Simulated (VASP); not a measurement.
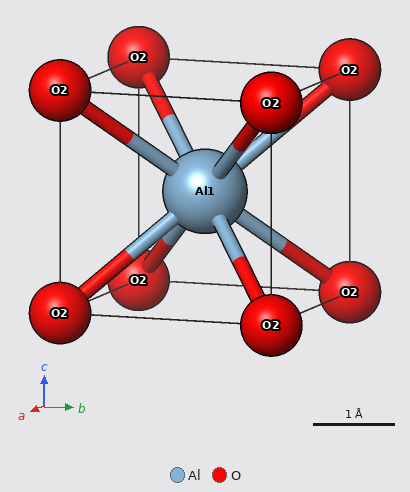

The structure (ball-and-stick view of the cell of the calculation, seen slightly off an axis; atoms are numbered from 1 in the order of the input). Near neighbours in the crystal (not all of them lie inside the picture): Al has 8 O at 2.43 Å; O has 8 Al at 2.43 Å.

## Two runs on AlO

System: AlO (Pm-3m, 2 atoms in the cell).
Method of run A: Kohn-Sham DFT of a periodic cell, PBEsol, VASP PAW PBE potentials, recommended, no spin polarisation (VASP 6.6.1).

The structure was built on a prototype by a generator; it need not be a known phase. 

### INCAR, run A
```
SYSTEM = AlO
PREC = Accurate
ENCUT = 520
EDIFF = 1E-7
ISMEAR = 0
SIGMA = 0.0941
LREAL = .FALSE.
LASPH = .TRUE.
NELM = 100
ALGO = Fast
ISIF = 2
LWAVE = .FALSE.
LCHARG = .TRUE.
GGA = PS
LELF = .TRUE.
LVHAR = .TRUE.
NBANDS = 12
```

### KPOINTS, run A
```
regular mesh
0
G
  6 6 6
  0 0 0
```

### POSCAR, run A
```
AlO
1.0
    2.8114940000      0.0000000000      0.0000000000
    0.0000000000      2.8114940000      0.0000000000
    0.0000000000      0.0000000000      2.8114940000
Al O
1 1
Direct
    0.5000000000      0.5000000000      0.5000000000
    0.0000000000      0.0000000000      0.0000000000
```

Command:
```bash
cat potpaw_PBE.64/Al/POTCAR potpaw_PBE.64/O/POTCAR > POTCAR
mpirun -np 1 vasp_std > vasp.out
```

Hardware: 1 thread of Intel Xeon (Emerald Rapids), 128 GiB of memory available, shared host.

### OSZICAR and lines of OUTCAR (run A)
```
N       E                     dE             d eps       ncg     rms          rms(c)
DAV:   1     0.121850206563E+02    0.12185E+02   -0.36386E+03   480   0.613E+02
DAV:   2    -0.110749914642E+02   -0.23260E+02   -0.22144E+02   636   0.118E+02
DAV:   3    -0.117614356719E+02   -0.68644E+00   -0.68332E+00   584   0.164E+01
DAV:   4    -0.117638075950E+02   -0.23719E-02   -0.23719E-02   548   0.122E+00
DAV:   5    -0.117638297719E+02   -0.22177E-04   -0.22176E-04   584   0.116E-01    0.574E+00
RMM:   6    -0.108956154017E+02    0.86821E+00   -0.15041E+00   485   0.762E+00    0.305E+00
RMM:   7    -0.107784141081E+02    0.11720E+00   -0.13114E-01   487   0.225E+00    0.104E+00
RMM:   8    -0.107546667102E+02    0.23747E-01   -0.69829E-02   489   0.228E+00    0.354E-01
RMM:   9    -0.107529653820E+02    0.17013E-02   -0.26638E-03   494   0.403E-01    0.136E-01
RMM:  10    -0.107531468632E+02   -0.18148E-03   -0.11554E-03   507   0.232E-01    0.109E-01
RMM:  11    -0.107528423177E+02    0.30455E-03   -0.15755E-04   495   0.731E-02    0.249E-02
RMM:  12    -0.107528371374E+02    0.51803E-05   -0.14068E-05   511   0.256E-02    0.117E-02
RMM:  13    -0.107528359286E+02    0.12087E-05   -0.20579E-06   527   0.103E-02    0.507E-03
RMM:  14    -0.107528355084E+02    0.42020E-06   -0.15926E-06   523   0.952E-03    0.200E-03
RMM:  15    -0.107528354941E+02    0.14363E-07   -0.11428E-07   395   0.256E-03
   1 F= -.10752835E+02 E0= -.10747850E+02  d E =-.997147E-02
[... from OUTCAR:]
  free energy    TOTEN  =       -10.75283549 eV
  energy without entropy =      -10.74286402  energy(sigma->0) =      -10.74784976
 E-fermi :   8.4101     XC(G=0): -11.1989     alpha+bet :-14.4147
  free  energy   TOTEN  =       -10.7528354941 eV
  energy  without entropy=      -10.7428640222  energy(sigma->0) =      -10.74784976
```

For run B the input was changed thus:
```diff
-NELM = 100
+NELM = 60
-LCHARG = .TRUE.
+LCHARG = .FALSE.
-LELF = .TRUE.
-LVHAR = .TRUE.
-regular mesh
+Automatic mesh
```

Predict how the results change.

The energy doesn't change within 0.01 meV per atom. The number of SCF iterations is the same.

### OSZICAR and lines of OUTCAR (run B)
```
N       E                     dE             d eps       ncg     rms          rms(c)
DAV:   1     0.121850206563E+02    0.12185E+02   -0.36386E+03   480   0.613E+02
DAV:   2    -0.110749914642E+02   -0.23260E+02   -0.22144E+02   636   0.118E+02
DAV:   3    -0.117614356719E+02   -0.68644E+00   -0.68332E+00   584   0.164E+01
DAV:   4    -0.117638075950E+02   -0.23719E-02   -0.23719E-02   548   0.122E+00
DAV:   5    -0.117638297719E+02   -0.22177E-04   -0.22176E-04   584   0.116E-01    0.574E+00
RMM:   6    -0.108956154017E+02    0.86821E+00   -0.15041E+00   485   0.762E+00    0.305E+00
RMM:   7    -0.107784141081E+02    0.11720E+00   -0.13114E-01   487   0.225E+00    0.104E+00
RMM:   8    -0.107546667102E+02    0.23747E-01   -0.69829E-02   489   0.228E+00    0.354E-01
RMM:   9    -0.107529653820E+02    0.17013E-02   -0.26638E-03   494   0.403E-01    0.136E-01
RMM:  10    -0.107531468632E+02   -0.18148E-03   -0.11554E-03   507   0.232E-01    0.109E-01
RMM:  11    -0.107528423177E+02    0.30455E-03   -0.15755E-04   495   0.731E-02    0.249E-02
RMM:  12    -0.107528371374E+02    0.51803E-05   -0.14068E-05   511   0.256E-02    0.117E-02
RMM:  13    -0.107528359286E+02    0.12087E-05   -0.20579E-06   527   0.103E-02    0.507E-03
RMM:  14    -0.107528355084E+02    0.42020E-06   -0.15926E-06   523   0.952E-03    0.200E-03
RMM:  15    -0.107528354941E+02    0.14363E-07   -0.11428E-07   395   0.256E-03
   1 F= -.10752835E+02 E0= -.10747850E+02  d E =-.997147E-02
[... from OUTCAR:]
  free energy    TOTEN  =       -10.75283549 eV
  energy without entropy =      -10.74286402  energy(sigma->0) =      -10.74784976
 E-fermi :   8.4101     XC(G=0): -11.1989     alpha+bet :-14.4147
  free  energy   TOTEN  =       -10.7528354941 eV
  energy  without entropy=      -10.7428640222  energy(sigma->0) =      -10.74784976
```

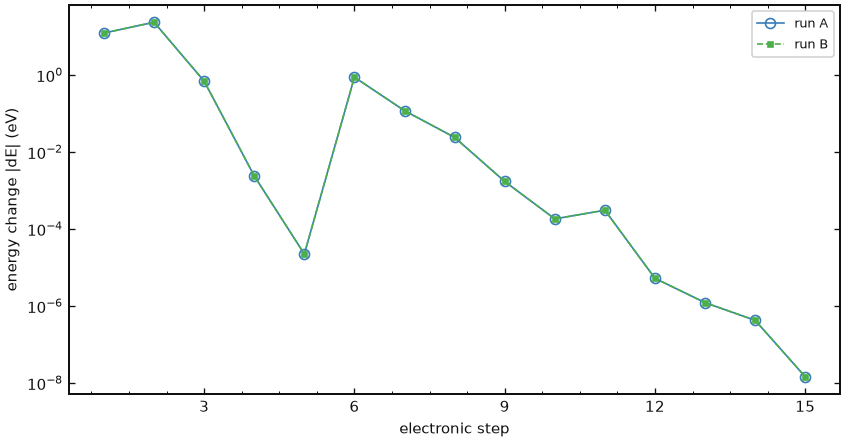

Convergence of the two runs: energy change |dE| against the electronic step. Run A takes 15 steps in all, and run B takes 15.

### The two runs side by side

| quantity | run A | run B |
| --- | --- | --- |
| outcome | converged | converged |
| free energy per atom (eV) | −5.3764 | −5.3764 |
| energy per atom, smearing taken to zero (eV) | −5.3739 | −5.3739 |
| gap on the mesh (eV) | 0.00 | 0.00 |
| pressure (GPa) | −9.38 | −9.38 |
| largest force (eV/Å) | 0.000 | 0.000 |
| SCF iterations | 15 | 15 |
| irreducible k-points | 20 | 20 |
| plane waves at Γ | 624 | 624 |

For both runs: The cell holds an odd number of electrons but the run has no spin polarisation, so it comes out as a metal. The cell is under a tension of 9.4 GPa at this level, so it is not at its equilibrium volume.
